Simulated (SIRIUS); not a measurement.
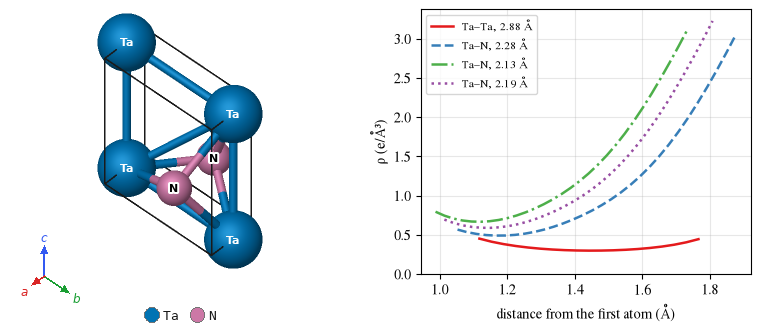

Figure 1: TaN. Electron density along straight lines between neighbouring atoms. The curves leave out the atomic cores. The structure is drawn too.

Space group P1; not relaxed (largest force 1.3 eV/Å).

Level of theory: Kohn-Sham DFT of a periodic cell, PBEsol, all-electron FP-LAPW in SIRIUS.

The calculation treats all electrons.

**What can be read from the curves?**

Ta–Ta (2.88 Å): ρ is about 0.3 e/Å³ halfway.
Ta–N (2.28 Å): ρ at the midpoint is about 0.5 e/Å³.
Ta–N (2.13 Å): ρ at the midpoint is about 0.68 e/Å³.
Ta–N (2.19 Å): the density is about 0.6 e/Å³ at the midpoint.
